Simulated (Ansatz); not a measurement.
Geometry relaxation of AlP

The run: geometry relaxation of AlP (2 atoms in the cell). Method and program: DFT, PBEsol, PAW with Ansatz's default frozen-core files, scalar-relativistic, no spin polarisation (Ansatz 0.2.0).

The structure was built on a prototype by a generator; it need not be a known phase. It belongs to a series of runs on one base structure; here: cell relaxed at zero pressure. Figures and captions count atoms from 1; the log counts them from 0 in places.

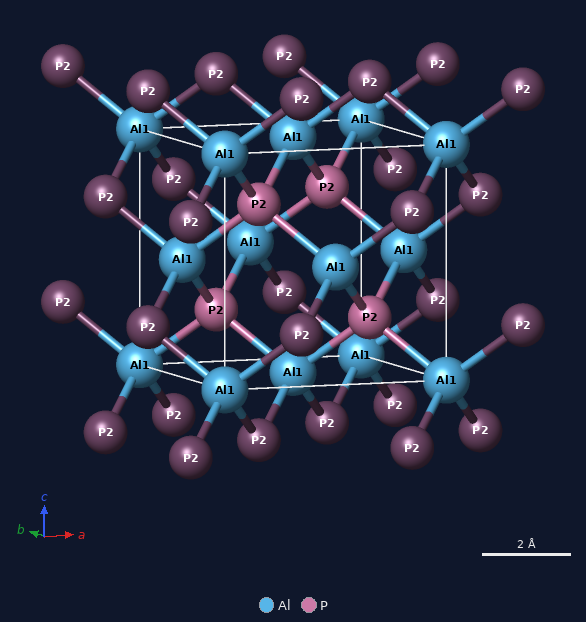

*The input geometry (ball-and-stick view of the cell 4 times as large as that of the calculation, set on its symmetry axes, seen slightly off an axis; neighbours outside the cell are drawn fainter; atoms are numbered from 1 in the order of the input). An atom can appear more than once, as a periodic image.*

Input file
```yaml
crystal:
  lattice:
    - [0.0, 2.6987740699, 2.6987740699]
    - [2.6987740699, 0.0, 2.6987740699]
    - [2.6987740699, 2.6987740699, 0.0]
  atoms:
    - { symbol: Al, position: [0.0, 0.0, 0.0] }
    - { symbol: P, position: [0.25, 0.25, 0.25] }
kpoints:
  mp_grid: { grid: [14, 14, 14] }
scf:
  occupations: { method: fermi_dirac, width: 0.1 }
hamiltonian:
  xc: pbesol
  pseudopotentials: { kind: paw }
output:
  forces: true
  stress: true
relax:
  f_tol: 0.005
  max_steps: 40
  cell: {}
```

Machine: 1 thread of Arm Neoverse V1, 112 GiB of memory available, shared host.

Launched with:
```bash
ansatz run input.yaml --threads 1 --pin off --max-ram 2048MiB --backend cpu --events-out ev --progress --plain --runs-dir out
```

What the program printed
```
Engine: ansatz 0.2.0, aarch64-unknown-linux-gnu
Pseudopotentials: kind: paw
Pseudopotential: Al, paw, valence charge 3, recommended cutoff 420 eV (normal), Al.paw.azcp
Pseudopotential: P, paw, valence charge 5, recommended cutoff 420 eV (normal), P.paw.azcp
Functional definition: PBEsol
  exchange = pbesol_x
  correlation = pbesol_c
Crystal: 2 atoms, lattice volume = 39.312 Å³
Basis set: ecut = 420 eV, 749 PW (Γ), exchange–correlation on 54×54×54 points (8 copies of the dense FFT grid, shifted against one another)
Bands: 8, of which v1, the nominal top of the filled ones, is band 4 counted from 1 (3 counted from 0)
Symmetry: 24 space group operations
Space group: F-43m (ITA 216), of the structure as read, at distance tolerance 3.4e-5 Å
k-points: 104 of 2744 (time reversal used)
Non-local potential: Al, projectors of the file, l = 0: 2, l = 1: 2, l = 2: 1
Non-local potential: P, projectors of the file, l = 0: 2, l = 1: 2, l = 2: 2
PAW form: soft (Blöchl's): semilocal exchange-correlation on the pseudo side does not see the compensation charge
PAW frozen core: Al, regenerated for the run's functional, and the local potential with it (the file was generated under x = pbe(κ = 0.804, μ = 0.2195149727645171), c = pbe(β = 0.06672455060314922))
PAW frozen core: P, regenerated for the run's functional, and the local potential with it (the file was generated under x = pbe(κ = 0.804, μ = 0.2195149727645171), c = pbe(β = 0.06672455060314922))
PAW one-centre angular grid: Al, 110 points (default); XC on 64 Gauss nodes
PAW one-centre angular grid: P, 110 points (default); XC on 64 Gauss nodes
Initial density: superposition of atomic densities (neutral atoms: chi_scale 0, normalization atom), corrected by the library's trained network
Initial wavefunctions: pseudopotential atomic-orbital guess
Functional: x = pbesol(κ = 0.804, μ = 0.12345679012345678), c = pbesol(β = 0.046)
SCF iter   1: F=—  HF=-1265.719294 eV  |F-HF|=—  |Δ(HF+E_count)|=         —  Δρ=3.52e-3  dr2=8.43e-3  ethr=1.77e-3  ⟨swp⟩=5.8  Hψ=7508  notcnv=0
preconditioner: auto → none  [insulator: Δε(μ)=1.316 eV  Ē_g=10.060 eV  σ=0.100 eV  W_gap=1.00  n_scr=8 (ndim 8)  ℏωp=16.8 eV  f_vac=0.000  D(μ)=0.00/eV (n_scr^D=0)  ε∞_Penn≈3.8]
SCF iter   2: F=—  HF=-1265.717058 eV  |F-HF|=—  |Δ(HF+E_count)|=   2.24e-3  Δρ=1.02e-3  dr2=3.92e-4  ethr=1.05e-4  ⟨swp⟩=2.3  Hψ=2024  notcnv=0
SCF iter   3: F=—  HF=-1265.717072 eV  |F-HF|=—  |Δ(HF+E_count)|=   1.45e-5  Δρ=3.79e-4  dr2=5.08e-5  ethr=4.90e-6  ⟨swp⟩=1.5  Hψ=938  notcnv=0
SCF iter   4: F=—  HF=-1265.717079 eV  |F-HF|=—  |Δ(HF+E_count)|=   7.05e-6  Δρ=5.13e-5  dr2=5.78e-7  ethr=6.35e-7  ⟨swp⟩=2.5  Hψ=1241  notcnv=0
iter 5 did not close the SCF: its close was put off for the readings that it lacked (scf_convergence_deferred on its scf_iter line)
SCF iter   5: F=-1265.717080 eV  HF=-1265.717080 eV  |F-HF|=2.84e-9  |Δ(HF+E_count)|=   3.16e-7  Δρ=3.54e-6  dr2=5.97e-9  ethr=7.22e-9  ⟨swp⟩=2.6  Hψ=1255  notcnv=0
SCF iter   6: F=-1265.717080 eV  HF=-1265.717080 eV  |F-HF|=2.49e-10  |Δ(HF+E_count)|=  5.88e-10  Δρ=7.51e-7  dr2=3.42e-10  ethr=7.47e-11  ⟨swp⟩=2.7  Hψ=2975  notcnv=0
SCF 1 converged in 6 iterations: F = -1265.717080 eV  dr2 = 3.42e-10
  greatest PAW one-centre occupation: 0.779 electrons in one spin orbital (limit 2), on the P atom at site 1 (counted from 0), in its partial waves of l = 0
relax step   1: F+E_penalty+E_count = -1265.71707968 eV  Δ(F+E_penalty+E_count) = +0.000e0 eV  max|allowed force component| = 1.850e-16 eV/Å  Δτ_max = 0.0000 Å  P = +3.798 GPa  Ω = 39.312 Å³  (6 SCF iters, dr2 threshold 1.00e-7 eV, accepted)
Crystal: 2 atoms, lattice volume = 40.467 Å³
Initial density: handed on by an earlier stage of this run
Initial wavefunctions: those handed on with the density
iter 1 solved again at ethr=2.24e-5 eV; its pass at ethr=3.10e-3 eV (dr2=1.79e-3 eV) is discarded
SCF iter   1: F=—  HF=-1265.734474 eV  |F-HF|=—  |Δ(HF+E_count)|=         —  Δρ=1.63e-3  dr2=1.79e-3  ethr=2.24e-5  ⟨swp⟩=2.2  Hψ=8081  notcnv=0
preconditioner: auto → none  [insulator: Δε(μ)=1.407 eV  Ē_g=9.933 eV  σ=0.100 eV  W_gap=1.00  n_scr=8 (ndim 8)  ℏωp=16.5 eV  f_vac=0.000  D(μ)=0.00/eV (n_scr^D=0)  ε∞_Penn≈3.8]
SCF iter   2: F=—  HF=-1265.733885 eV  |F-HF|=—  |Δ(HF+E_count)|=   5.89e-4  Δρ=5.65e-4  dr2=1.41e-4  ethr=2.24e-5  ⟨swp⟩=2.2  Hψ=1263  notcnv=0
SCF iter   3: F=—  HF=-1265.733832 eV  |F-HF|=—  |Δ(HF+E_count)|=   5.30e-5  Δρ=1.51e-4  dr2=1.17e-5  ethr=1.77e-6  ⟨swp⟩=2.0  Hψ=1125  notcnv=0
SCF iter   4: F=—  HF=-1265.733830 eV  |F-HF|=—  |Δ(HF+E_count)|=   1.90e-6  Δρ=3.23e-5  dr2=3.00e-7  ethr=1.47e-7  ⟨swp⟩=2.2  Hψ=1273  notcnv=0
SCF iter   5: F=-1265.733830 eV  HF=-1265.733830 eV  |F-HF|=1.84e-10  |Δ(HF+E_count)|=   7.66e-8  Δρ=1.78e-6  dr2=1.53e-9  ethr=2.50e-9  ⟨swp⟩=4.7  Hψ=2602  notcnv=0
SCF 2 converged in 5 iterations: F = -1265.733830 eV  dr2 = 1.53e-9
  greatest PAW one-centre occupation: 0.778 electrons in one spin orbital (limit 2), on the P atom at site 1 (counted from 0), in its partial waves of l = 0
relax step   2: F+E_penalty+E_count = -1265.73382995 eV  Δ(F+E_penalty+E_count) = -1.675e-2 eV  max|allowed force component| = 1.388e-17 eV/Å  Δτ_max = 0.0000 Å  P = +0.990 GPa  Ω = 40.467 Å³  energy of the carried Pulay correction = -2.626e-4 eV  (5 SCF iters, dr2 threshold 2.00e-7 eV, accepted)
Crystal: 2 atoms, lattice volume = 40.891 Å³
Basis set: ecut = 420 eV, 821 PW (Γ), exchange–correlation on 54×54×54 points (8 copies of the dense FFT grid, shifted against one another)
iter 1 solved again at ethr=2.81e-6 eV; its pass at ethr=3.10e-3 eV (dr2=2.25e-4 eV) is discarded
SCF iter   1: F=—  HF=-1265.735199 eV  |F-HF|=—  |Δ(HF+E_count)|=         —  Δρ=5.75e-4  dr2=2.25e-4  ethr=2.81e-6  ⟨swp⟩=2.2  Hψ=7613  notcnv=0
preconditioner: auto → none  [insulator: Δε(μ)=1.443 eV  Ē_g=9.888 eV  σ=0.100 eV  W_gap=1.00  n_scr=8 (ndim 8)  ℏωp=16.4 eV  f_vac=0.000  D(μ)=0.00/eV (n_scr^D=0)  ε∞_Penn≈3.8]
SCF iter   2: F=—  HF=-1265.735125 eV  |F-HF|=—  |Δ(HF+E_count)|=   7.45e-5  Δρ=2.00e-4  dr2=1.79e-5  ethr=2.81e-6  ⟨swp⟩=2.1  Hψ=1255  notcnv=0
SCF iter   3: F=—  HF=-1265.735108 eV  |F-HF|=—  |Δ(HF+E_count)|=   1.65e-5  Δρ=5.42e-5  dr2=1.54e-6  ethr=2.24e-7  ⟨swp⟩=2.0  Hψ=1120  notcnv=0
SCF iter   4: F=-1265.735108 eV  HF=-1265.735108 eV  |F-HF|=6.93e-9  |Δ(HF+E_count)|=   2.47e-7  Δρ=1.13e-5  dr2=3.76e-8  ethr=2.50e-9  ⟨swp⟩=5.0  Hψ=2767  notcnv=0
SCF 3 converged in 4 iterations: F = -1265.735108 eV  dr2 = 3.76e-8
relax step   3: F+E_penalty+E_count = -1265.73510781 eV  Δ(F+E_penalty+E_count) = -1.278e-3 eV  max|allowed force component| = 2.313e-17 eV/Å  Δτ_max = 0.0000 Å  P = +0.056 GPa  Ω = 40.891 Å³  energy of the carried Pulay correction = -3.570e-4 eV  (4 SCF iters, dr2 threshold 2.00e-7 eV, accepted)
Crystal: 2 atoms, lattice volume = 40.917 Å³
iter 1 solved again at ethr=1.04e-8 eV; its pass at ethr=3.10e-3 eV (dr2=8.34e-7 eV) is discarded
SCF iter   1: F=—  HF=-1265.735119 eV  |F-HF|=—  |Δ(HF+E_count)|=         —  Δρ=3.57e-5  dr2=8.46e-7  ethr=1.04e-8  ⟨swp⟩=2.3  Hψ=7670  notcnv=0
preconditioner: auto → none  [insulator: Δε(μ)=1.452 eV  Ē_g=9.888 eV  σ=0.100 eV  W_gap=1.00  n_scr=8 (ndim 8)  ℏωp=16.4 eV  f_vac=0.000  D(μ)=0.00/eV (n_scr^D=0)  ε∞_Penn≈3.8]
SCF iter   2: F=—  HF=-1265.735107 eV  |F-HF|=—  |Δ(HF+E_count)|=   1.22e-5  Δρ=1.55e-5  dr2=9.72e-8  ethr=1.04e-8  ⟨swp⟩=2.1  Hψ=1254  notcnv=0
SCF iter   3: F=—  HF=-1265.735107 eV  |F-HF|=—  |Δ(HF+E_count)|=   9.05e-9  Δρ=4.32e-6  dr2=1.04e-8  ethr=1.21e-9  ⟨swp⟩=2.0  Hψ=1131  notcnv=0
SCF iter   4: F=-1265.735107 eV  HF=-1265.735107 eV  |F-HF|=9.05e-11  |Δ(HF+E_count)|=  3.00e-11  Δρ=8.33e-7  dr2=1.96e-10  ethr=9.97e-11  ⟨swp⟩=5.0  Hψ=2731  notcnv=0
SCF 4 converged in 4 iterations: F = -1265.735107 eV  dr2 = 1.96e-10
relax step   4: F+E_penalty+E_count = -1265.73510675 eV  Δ(F+E_penalty+E_count) = +1.061e-6 eV  max|allowed force component| = 3.238e-17 eV/Å  Δτ_max = 0.0000 Å  P = +0.001 GPa  Ω = 40.917 Å³  energy of the carried Pulay correction = -3.627e-4 eV  (4 SCF iters, dr2 threshold 7.98e-9 eV, accepted)
Initial wavefunctions: pseudopotential atomic-orbital guess (no wavefunctions were taken with the density)
iter 1 solved again at ethr=1.40e-7 eV; its pass at ethr=3.10e-3 eV (dr2=1.12e-5 eV) is discarded
SCF iter   1: F=—  HF=-1265.735574 eV  |F-HF|=—  |Δ(HF+E_count)|=         —  Δρ=3.49e-5  dr2=4.89e-8  ethr=1.40e-7  ⟨swp⟩=3.3  Hψ=10105  notcnv=0
preconditioner: auto → none  [insulator: Δε(μ)=1.453 eV  Ē_g=9.889 eV  σ=0.100 eV  W_gap=1.00  n_scr=8 (ndim 8)  ℏωp=16.4 eV  f_vac=0.000  D(μ)=0.00/eV (n_scr^D=0)  ε∞_Penn≈3.8]
SCF iter   2: F=—  HF=-1265.735562 eV  |F-HF|=—  |Δ(HF+E_count)|=   1.19e-5  Δρ=1.78e-5  dr2=1.23e-8  ethr=6.11e-10  ⟨swp⟩=2.2  Hψ=1359  notcnv=0
SCF iter   3: F=—  HF=-1265.735562 eV  |F-HF|=—  |Δ(HF+E_count)|=   1.23e-7  Δρ=2.45e-6  dr2=1.29e-9  ethr=1.54e-10  ⟨swp⟩=2.0  Hψ=1265  notcnv=0
SCF iter   4: F=-1265.735562 eV  HF=-1265.735562 eV  |F-HF|=1.50e-11  |Δ(HF+E_count)|=   1.46e-9  Δρ=2.04e-7  dr2=3.61e-12  ethr=1.00e-12  ⟨swp⟩=5.8  Hψ=4300  notcnv=0
SCF 5 converged in 4 iterations: F = -1265.735562 eV  dr2 = 3.61e-12
relax step   5: F+E_penalty+E_count = -1265.73556193 eV  Δ(F+E_penalty+E_count) = -4.552e-4 eV  max|allowed force component| = 2.544e-17 eV/Å  Δτ_max = 0.0000 Å  P = +0.020 GPa  Ω = 40.917 Å³  stress off target by 2.03e-2 GPa  SCF on the basis re-selected at this cell (its energy is not comparable with the rows above)  (4 SCF iters)
```

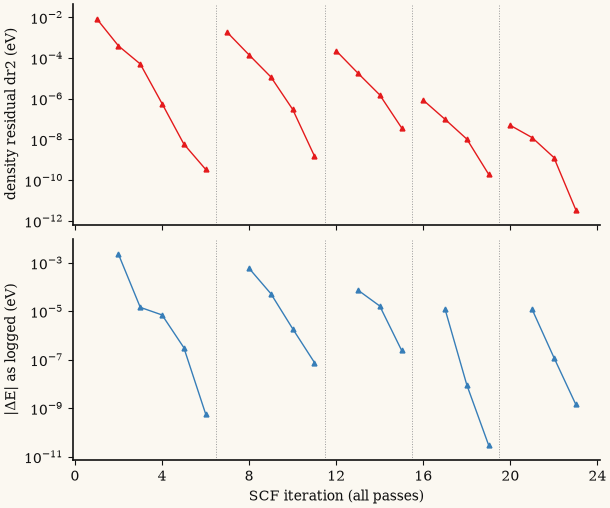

*Convergence of the self-consistent field: density residual dr2 and size of the energy change against the SCF iteration. The dotted lines part the SCF passes of the relaxation: geometry steps, rejected trials and re-solves on a re-selected basis.*

The 5 passes take 4 to 6 iterations each, 23 in all.

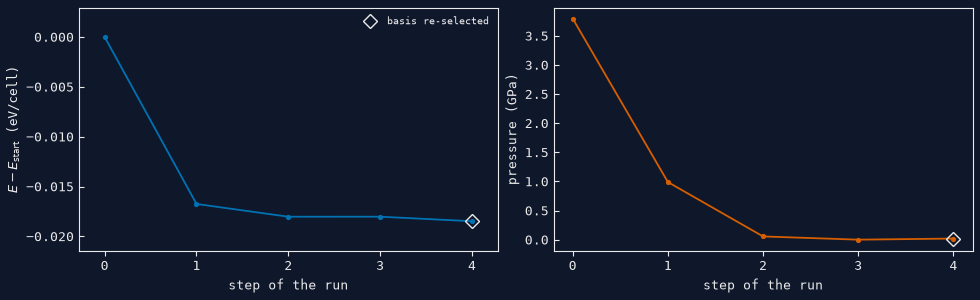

*Progress of the relaxation, step by step (the first geometry is step 0 here and step 1 in the log).*

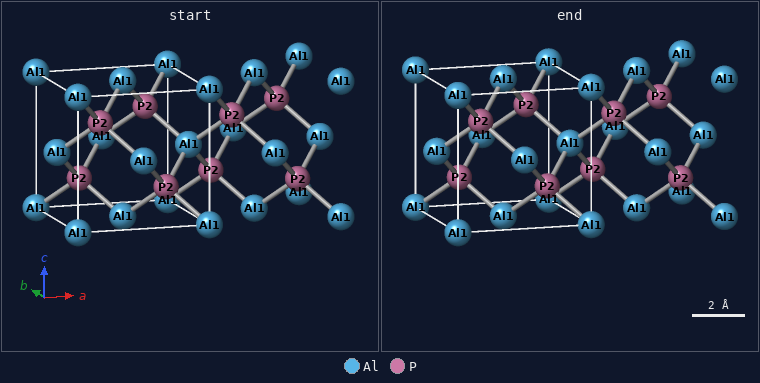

*Before (left) and after (right) the relaxation, at one scale (ball-and-stick view of the cell 4 times as large as that of the calculation, set on its symmetry axes, repeated 2 × 1 × 1, seen slightly off an axis).*

No atom moves by more than 0.005 Å relative to the cell. Cell: a = b = c 5.398 → 5.470 Å (+1.3 %). Volume +4.1 %. Distances before and after: Al1–P2 2.337 → 2.369 Å. The space group stays F-43m (No. 216). Over 3 geometry steps the energy falls by 18.0 meV per cell of the calculation. All forces vanish by symmetry, so only the cell relaxes. Pressure: 3.80 GPa at the start and 0.02 GPa at the end. A last SCF at the same geometry on a re-selected plane-wave basis shifts the energy by −0.5 meV per cell of the calculation. (Atoms are counted from 1 in the order of the input.)

```
basis re-selected at this cell: Δ(F+E_penalty+E_count) = -4.552e-4 eV, ΔP = +0.019 GPa vs the last step (what re-selecting the basis moved, of the pressure what is left beyond the Pulay correction that the steps carried, after the strain that the cell walked since its last selection, with what the two solves' SCF thresholds leave and, on support functions, any second-order correction that the steps lacked; it is no measure of the basis error at this ecutwfc). This SCF's stress stands 2.03e-2 GPa from its target on what of the cell is left free (relax.cell.stress_tol is 5.00e-2 GPa) and its largest allowed force component is 2.54e-17 eV/Å (relax.f_tol is 5.00e-3 eV/Å): within both
SCF converged after 4 iterations
Free energy (F): -1265.735562 eV
Harris-Foulkes:  -1265.735562 eV  (|F-HF|=1.50e-11)
Internal energy: -1265.735543 eV  (E = F + TS)
E sigma→0 (E₀):  -1265.735553 eV
Entropy (-TS):   -0.000019 eV (-0.009 meV/atom)
Fermi energy:    5.743938 eV
--- Per-component energies (eV) ---
  E_band       = 3.913839
  E_kinetic    = 93.500136
  E_local      = -82.452703  (includes V_loc(G=0)·N_el)
  E_nonlocal   = 44.861609
  E_hartree    = 24.684041
  E_xc         = -100.477256
  E_vxc        = -89.932548  (∫ρ·V_xc dr)
  E_paw        = -1009.067798  (= ΣΔE_a)
  E_vpaw       = -11.430736  (= ΣTr[D̂ρ^β])
  E_aug_tail   = 0.000001  (compensation charges beyond the density's cutoff)
  E_ewald      = -236.848809
  E_core_change = 0.065235  (= ΣΔE_core)
  E_smearing   = -0.000019  (= −TS)
  E_closure    = 0.000000  (closes the sum)
  Σ components = -1265.735562   (vs F -1265.735562, Δ=0.00e0)
--- Forces (eV/Å), atoms counted from 1 ---
  atom   1  Al     0.00000000    -0.00000000    -0.00000000
  atom   2  P     -0.00000000    -0.00000000     0.00000000
  max |Σ_I F_I| component: 3.24e-17 eV/Å
--- Stress (GPa, compression-positive) ---
        0.020323      -0.000000      -0.000000
       -0.000000       0.020323       0.000000
       -0.000000       0.000000       0.020323
  P = ⅓ Tr σ = 0.0203 GPa (0.203 kbar)
--- Relaxed structure (4 steps of the walk, 4 accepted, 1 SCFs on fresh bases) ---
  F+E_penalty+E_count = -1265.73556193 eV   max|allowed force component| = 2.544e-17 eV/Å   (the final SCF, on the basis selected at the relaxed cell)
  cell:  # Å, volume = 40.9166 Å³
    - [-2.471255435954361e-33, 2.734994770156639, 2.734994770156639]
    - [2.734994770156639, 5.783247257336494e-33, 2.734994770156639]
    - [2.734994770156639, 2.734994770156639, 8.050687811975031e-33]
  atoms:
    - { symbol: Al, position: [-4.222319174985023e-34, 1.1299163989396543e-33, 7.849945508422862e-34] }
    - { symbol: P, position: [0.25, 0.25, 0.25] }
```

Trajectory as extended XYZ (Å, eV, eV/Å), 5 frames, from step=1 to step=5
```
2
Lattice="0.0000 2.6988 2.6988 2.6988 0.0000 2.6988 2.6988 2.6988 0.0000" Properties=species:S:1:pos:R:3:forces:R:3 step=1 energy=-1265.71708 pressure_GPa=3.80
Al    0.0000    0.0000    0.0000    0.0000   0.0000   0.0000
P     1.3494    1.3494    1.3494    0.0000   0.0000   0.0000
2
Lattice="0.0000 2.7249 2.7249 2.7249 0.0000 2.7249 2.7249 2.7249 0.0000" Properties=species:S:1:pos:R:3:forces:R:3 step=2 energy=-1265.73383 pressure_GPa=0.99
Al    0.0000    0.0000    0.0000    0.0000   0.0000   0.0000
P     1.3625    1.3625    1.3625    0.0000   0.0000   0.0000
2
Lattice="0.0000 2.7344 2.7344 2.7344 0.0000 2.7344 2.7344 2.7344 0.0000" Properties=species:S:1:pos:R:3:forces:R:3 step=3 energy=-1265.73511 pressure_GPa=0.06
Al    0.0000    0.0000    0.0000    0.0000   0.0000   0.0000
P     1.3672    1.3672    1.3672    0.0000   0.0000   0.0000
2
Lattice="0.0000 2.7350 2.7350 2.7350 0.0000 2.7350 2.7350 2.7350 0.0000" Properties=species:S:1:pos:R:3:forces:R:3 step=4 energy=-1265.73511 pressure_GPa=0.00
Al    0.0000    0.0000    0.0000    0.0000   0.0000   0.0000
P     1.3675    1.3675    1.3675    0.0000   0.0000   0.0000
2
Lattice="0.0000 2.7350 2.7350 2.7350 0.0000 2.7350 2.7350 2.7350 0.0000" Properties=species:S:1:pos:R:3:forces:R:3 step=5 energy=-1265.73556 pressure_GPa=0.02
Al    0.0000    0.0000    0.0000    0.0000   0.0000   0.0000
P     1.3675    1.3675    1.3675    0.0000   0.0000   0.0000
```

Results in brief

| quantity | value |
| --- | --- |
| outcome | converged |
| space group (tolerance 0.01 Å) | F-43m (216) |
| electrons treated | 8 |
| free energy | −1265.7356 eV |
| Fermi energy | 5.744 eV |
| pressure | 0.02 GPa |
| final volume | 40.92 Å³ |
| largest force (length of the vector) at the end | under 0.001 eV/Å |
| final cell | a = 3.868 Å, b = 3.868 Å, c = 3.868 Å, α = 60.00°, β = 60.00°, γ = 60.00° |
| wall time | 18 s |
| peak memory | 0.34 GiB |
